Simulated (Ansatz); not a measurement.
# Single-point calculation, with input and output: ZrSiO4 (part 1 of 2)

The run: single-point calculation of ZrSiO4 (I4₁/amd, 36 atoms in the cell). Method and program: DFT PBE, scalar-relativistic, plane waves, PAW, no spin polarisation (Ansatz 0.2.0).

The structure derives from a Materials Project entry. It belongs to a series of runs on one base structure; here: the perfect crystal in a cell of 36 atoms. Figures and captions count atoms from 1; the log counts them from 0 in places.

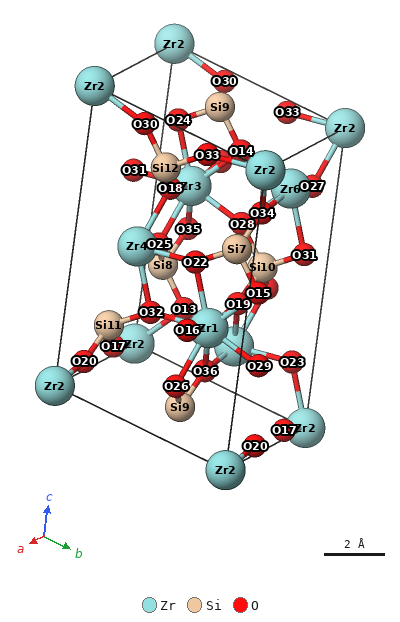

The structure (ball-and-stick view of the cell of the calculation, seen slightly off an axis; atoms are numbered from 1 in the order of the input).

## The input
```yaml
crystal:
  lattice:
    - [-6.6775195709, 0.0, 0.0]
    - [0.0, -6.6775195709, 0.0]
    - [3.3387597855, 3.3387597855, 9.03521189]
  atoms:
    - { symbol: Zr, position: [0.6666666667, 0.6666666667, 0.3333333333] }
    - { symbol: Zr, position: [0.0, 0.0, 0.0] }
    - { symbol: Zr, position: [0.3333333333, 0.3333333333, 0.6666666667] }
    - { symbol: Zr, position: [0.75, 0.25, 0.5] }
    - { symbol: Zr, position: [0.0833333333, 0.5833333333, 0.1666666667] }
    - { symbol: Zr, position: [0.4166666667, 0.9166666667, 0.8333333333] }
    - { symbol: Si, position: [0.8333333333, 0.8333333333, 0.6666666667] }
    - { symbol: Si, position: [0.1666666667, 0.1666666667, 0.3333333333] }
    - { symbol: Si, position: [0.5, 0.5, 0.0] }
    - { symbol: Si, position: [0.25, 0.75, 0.5] }
    - { symbol: Si, position: [0.5833333333, 0.0833333333, 0.1666666667] }
    - { symbol: Si, position: [0.9166666667, 0.4166666667, 0.8333333333] }
    - { symbol: O, position: [0.1065550169, 0.2903149148, 0.2131100337] }
    - { symbol: O, position: [0.4398883502, 0.6236482481, 0.8797767004] }
    - { symbol: O, position: [0.7732216835, 0.9569815814, 0.5464433671] }
    - { symbol: O, position: [0.0061284523, 0.6898883502, 0.3797767004] }
    - { symbol: O, position: [0.3394617856, 0.0232216835, 0.0464433671] }
    - { symbol: O, position: [0.672795119, 0.3565550169, 0.7131100337] }
    - { symbol: O, position: [0.3736482481, 0.6898883502, 0.3797767004] }
    - { symbol: O, position: [0.7069815814, 0.0232216835, 0.0464433671] }
    - { symbol: O, position: [0.0403149148, 0.3565550169, 0.7131100337] }
    - { symbol: O, position: [0.7732216835, 0.5894617856, 0.5464433671] }
    - { symbol: O, position: [0.1065550169, 0.922795119, 0.2131100337] }
    - { symbol: O, position: [0.4398883502, 0.2561284523, 0.8797767004] }
    - { symbol: O, position: [0.4105382144, 0.2267783165, 0.4535566329] }
    - { symbol: O, position: [0.7438715477, 0.5601116498, 0.1202232996] }
    - { symbol: O, position: [0.077204881, 0.8934449831, 0.7868899663] }
    - { symbol: O, position: [0.3101116498, 0.6263517519, 0.6202232996] }
    - { symbol: O, position: [0.6434449831, 0.9596850852, 0.2868899663] }
    - { symbol: O, position: [0.9767783165, 0.2930184186, 0.9535566329] }
    - { symbol: O, position: [0.3101116498, 0.9938715477, 0.6202232996] }
    - { symbol: O, position: [0.6434449831, 0.327204881, 0.2868899663] }
    - { symbol: O, position: [0.9767783165, 0.6605382144, 0.9535566329] }
    - { symbol: O, position: [0.7096850852, 0.8934449831, 0.7868899663] }
    - { symbol: O, position: [0.0430184186, 0.2267783165, 0.4535566329] }
    - { symbol: O, position: [0.3763517519, 0.5601116498, 0.1202232996] }
basis:
  ecutwfc: 420
  xc_grid: 2
kpoints:
  mp_grid: { grid: [2, 2, 2], shift: [0.0, 0.0, 0.0] }
hamiltonian:
  xc: pbe
scf:
  occupations: { method: gaussian, width: 0.02 }
output:
  forces: true
  stress: true
  eigenvalues: true
  write_density: true
  write_potential: true
  elf: true
  volumetric_format: npy
```

Hardware: 8 threads of Arm Neoverse V2, 24 GiB of memory available, shared host.

Launch command:
```bash
ansatz run input.yaml --threads 8 --pin off --max-ram 16384MiB --backend cpu --events-out ev --progress --plain --runs-dir out
```

## What the program printed
```
Engine: ansatz 0.2.0, aarch64-unknown-linux-gnu
Pseudopotentials: kind: paw
Pseudopotential: Zr, paw, valence charge 12, recommended cutoff 420 eV (normal), Zr.paw.azcp
Pseudopotential: Si, paw, valence charge 4, recommended cutoff 420 eV (normal), Si.paw.azcp
Pseudopotential: O, paw, valence charge 6, recommended cutoff 420 eV (normal), O.paw.azcp
Functional definition: PBE
  parameter kappa = 0.804
  parameter beta = 0.06672455060314922
  exchange = pbe_x(kappa = kappa, mu = beta*pi^2/3)
  correlation = pbe_c(beta = beta)
Crystal: 36 atoms, lattice volume = 402.873 Å³
Basis set: ecut = 420 eV, 7831 PW (Γ), exchange–correlation on 90×90×144 points (8 copies of the dense FFT grid, shifted against one another)
Bands: 156, of which v1, the nominal top of the filled ones, is band 120 counted from 1 (119 counted from 0)
Symmetry: 48 space group operations
Space group: I41/amd (ITA 141), of the structure as read, at distance tolerance 7.4e-5 Å
k-points: 4 of 8
Non-local potential: Zr, projectors of the file, l = 0: 3, l = 1: 2, l = 2: 2, l = 3: 2
Non-local potential: Si, projectors of the file, l = 0: 2, l = 1: 2, l = 2: 2
Non-local potential: O, projectors of the file, l = 0: 2, l = 1: 2, l = 2: 1
PAW form: soft (Blöchl's): semilocal exchange-correlation on the pseudo side does not see the compensation charge
PAW one-centre angular grid: Zr, 590 points (default); XC on 64 Gauss nodes
PAW one-centre angular grid: Si, 110 points (default); XC on 64 Gauss nodes
PAW one-centre angular grid: O, 110 points (default); XC on 64 Gauss nodes
Initial density: superposition of atomic densities (neutral atoms: chi_scale 0, normalization atom), corrected by the library's trained network
Initial wavefunctions: pseudopotential atomic-orbital guess
Functional: x = pbe(κ = 0.804, μ = 0.2195149727645171), c = pbe(β = 0.06672455060314922)
SCF iter   1: F=—  HF=-42589.268528 eV  |F-HF|=—  |Δ(HF+E_count)|=         —  Δρ=2.46e-3  dr2=7.45e-3  ethr=1.77e-3  ⟨swp⟩=6.5  Hψ=2425  notcnv=0  defer=44
preconditioner: auto → Resta (q_TF=auto, 2.503 Å⁻¹)  ε∞=4.0  [insulator: Δε(μ)=4.606 eV  Ē_g=16.079 eV  σ=0.020 eV  W_gap=1.00  n_scr=110 (ndim 8)  ℏωp=27.9 eV  f_vac=0.010  D(μ)=0.00/eV (n_scr^D=0)  ε∞_Penn≈4.0]
SCF iter   2: F=—  HF=-42589.271627 eV  |F-HF|=—  |Δ(HF+E_count)|=   3.10e-3  Δρ=1.35e-3  dr2=1.68e-3  ethr=3.10e-6  ⟨swp⟩=2.0  Hψ=1218  notcnv=0  defer=120
SCF iter   3: F=—  HF=-42589.274557 eV  |F-HF|=—  |Δ(HF+E_count)|=   2.93e-3  Δρ=3.70e-4  dr2=1.87e-4  ethr=7.00e-7  ⟨swp⟩=2.0  Hψ=943  notcnv=0  defer=120
SCF iter   4: F=—  HF=-42589.274863 eV  |F-HF|=—  |Δ(HF+E_count)|=   3.06e-4  Δρ=9.59e-5  dr2=4.37e-5  ethr=7.79e-8  ⟨swp⟩=2.0  Hψ=958  notcnv=0  defer=120
SCF iter   5: F=—  HF=-42589.274118 eV  |F-HF|=—  |Δ(HF+E_count)|=   7.45e-4  Δρ=4.62e-5  dr2=1.04e-5  ethr=1.82e-8  ⟨swp⟩=2.0  Hψ=835  notcnv=0  defer=120
SCF iter   6: F=—  HF=-42589.274117 eV  |F-HF|=—  |Δ(HF+E_count)|=   7.40e-7  Δρ=7.85e-6  dr2=1.80e-7  ethr=4.34e-9  ⟨swp⟩=2.0  Hψ=814  notcnv=0  defer=120
SCF iter   7: F=-42589.274118 eV  HF=-42589.274118 eV  |F-HF|=2.49e-9  |Δ(HF+E_count)|=   1.57e-7  Δρ=1.59e-6  dr2=9.12e-9  ethr=4.17e-11  ⟨swp⟩=14.8  Hψ=4373  notcnv=0
SCF 1 converged in 7 iterations: F = -42589.274118 eV  dr2 = 9.12e-9
  greatest PAW one-centre occupation: 0.995 electrons in one spin orbital (limit 2), on the Zr atom at site 5 (counted from 0), in its partial waves of l = 0
SCF converged after 7 iterations
Free energy (F): -42589.274118 eV
Harris-Foulkes:  -42589.274118 eV  (|F-HF|=2.49e-9)
Internal energy: -42589.274118 eV  (E = F + TS)
E sigma→0 (E₀):  -42589.274118 eV
Fermi energy:    10.044863 eV
--- Per-component energies (eV) ---
  E_band       = -875.197995
  E_kinetic    = 6520.222321
  E_local      = -13081.444309  (includes V_loc(G=0)·N_el)
  E_nonlocal   = 1747.049458
  E_hartree    = 4504.766953
  E_xc         = -3094.922219
  E_vxc        = -3716.184702  (∫ρ·V_xc dr)
  E_paw        = -24596.334897  (= ΣΔE_a)
  E_vpaw       = -1354.435993  (= ΣTr[D̂ρ^β])
  E_aug_tail   = 0.060024  (compensation charges beyond the density's cutoff)
  E_ewald      = -14588.671448
  E_smearing   = -0.000000  (= −TS)
  E_closure    = 0.000000  (closes the sum)
  Σ components = -42589.274118   (vs F -42589.274118, Δ=0.00e0)
--- Forces (eV/Å), atoms counted from 1 ---
  atom   1  Zr     0.00000000     0.00000000     0.00000000
  atom   2  Zr     0.00000000     0.00000000     0.00000000
  atom   3  Zr     0.00000000     0.00000000     0.00000000
  atom   4  Zr    -0.00000000    -0.00000000    -0.00000000
  atom   5  Zr    -0.00000000    -0.00000000    -0.00000000
  atom   6  Zr    -0.00000000    -0.00000000    -0.00000000
  atom   7  Si    -0.00000000     0.00000000     0.00000000
  atom   8  Si     0.00000000     0.00000000     0.00000000
  atom   9  Si    -0.00000000     0.00000000     0.00000000
  atom  10  Si    -0.00000000    -0.00000000    -0.00000000
  atom  11  Si    -0.00000000    -0.00000000    -0.00000000
  atom  12  Si    -0.00000000    -0.00000000    -0.00000000
  atom  13  O      0.00000000    -0.00369502     0.01739956
  atom  14  O      0.00000000    -0.00369502     0.01739956
  atom  15  O      0.00000000    -0.00369502     0.01739956
  atom  16  O      0.00369502     0.00000000     0.01739956
  atom  17  O      0.00369502     0.00000000     0.01739956
  atom  18  O      0.00369502     0.00000000     0.01739956
  atom  19  O     -0.00369502     0.00000000     0.01739956
  atom  20  O     -0.00369502     0.00000000     0.01739956
  atom  21  O     -0.00369502     0.00000000     0.01739956
  atom  22  O      0.00000000     0.00369502     0.01739956
  atom  23  O      0.00000000     0.00369502     0.01739956
  atom  24  O      0.00000000     0.00369502     0.01739956
  atom  25  O     -0.00369502    -0.00000000    -0.01739956
  atom  26  O     -0.00369502    -0.00000000    -0.01739956
  atom  27  O     -0.00369502    -0.00000000    -0.01739956
  atom  28  O     -0.00000000     0.00369502    -0.01739956
  atom  29  O     -0.00000000     0.00369502    -0.01739956
  atom  30  O     -0.00000000     0.00369502    -0.01739956
  atom  31  O     -0.00000000    -0.00369502    -0.01739956
  atom  32  O     -0.00000000    -0.00369502    -0.01739956
  atom  33  O     -0.00000000    -0.00369502    -0.01739956
  atom  34  O      0.00369502    -0.00000000    -0.01739956
  atom  35  O      0.00369502    -0.00000000    -0.01739956
  atom  36  O      0.00369502    -0.00000000    -0.01739956
  max |Σ_I F_I| component: 2.78e-17 eV/Å
--- Stress (GPa, compression-positive) ---
       -0.019979      -0.000000       0.000000
       -0.000000      -0.019979       0.000000
        0.000000       0.000000      -0.002074
  P = ⅓ Tr σ = -0.0140 GPa (-0.140 kbar)
--- Band table (eV) ---
  k-point 0: bands = ["-40.0128", "-40.0066", "-40.0066", "-39.9944", "-39.9944", "-39.9883", "-18.2464", "-18.2464", "-18.2464", "-18.2464", "-18.2331", "-18.2331", "-18.1292", "-18.1292", "-18.1257", "-18.0997", "-18.0997", "-18.0870", "-17.9792", "-17.9792", "-17.9682", "-17.9682", "-17.9682", "-17.9682", "-11.1226", "-10.5367", "-10.5367", "-10.4135", "-10.4135", "-10.2765", "-9.9026", "-9.9026", "-9.4308", "-9.2876", "-9.2876", "-9.2504", "-8.8881", "-8.8881", "-8.8881", "-8.8881", "-8.8875", "-8.8875", "-8.7584", "-8.7584", "-8.7584", "-8.7584", "-8.7458", "-8.7458", "0.4201", "0.5456", "0.5456", "1.8493", "1.8493", "1.9530", "2.1070", "2.1499", "2.1499", "2.6217", "2.6217", "2.6995", "2.6995", "3.2524", "3.5267", "3.5267", "3.5267", "3.5267", "3.7584", "3.8495", "4.1246", "4.1246", "4.1246", "4.1246", "4.5791", "4.5791", "4.7004", "4.7114", "4.7114", "4.7717", "4.7717", "4.8512", "4.9566", "4.9566", "5.3420", "5.3420", "5.3518", "5.3518", "5.3518", "5.3518", "5.4659", "5.4659", "5.4659", "5.4659", "5.7139", "5.7139", "5.7571", "5.7571", "6.2027", "6.2027", "6.4089", "6.4089", "6.5940", "6.5940", "6.7295", "6.7295", "6.7295", "6.7295", "6.9202", "6.9202", "6.9841", "7.0747", "7.1709", "7.1709", "7.2012", "7.2012", "7.2033", "7.3121", "7.3121", "7.3121", "7.3121", "7.7330", "12.5306", "12.7363", "12.7363", "12.9265", "12.9772", "12.9772", "13.2353", "13.2353", "13.2751", "13.2751", "13.2751", "13.2751", "13.3495", "13.3495", "13.7674", "13.9020", "13.9678", "13.9678", "14.1122", "14.2788", "14.2788", "14.2847", "14.2847", "14.6205", "14.6322", "14.6322", "14.6322", "14.6322", "15.2167", "15.2167", "15.7746", "16.6393", "16.6393", "17.0998", "17.0998", "17.1690"]
```
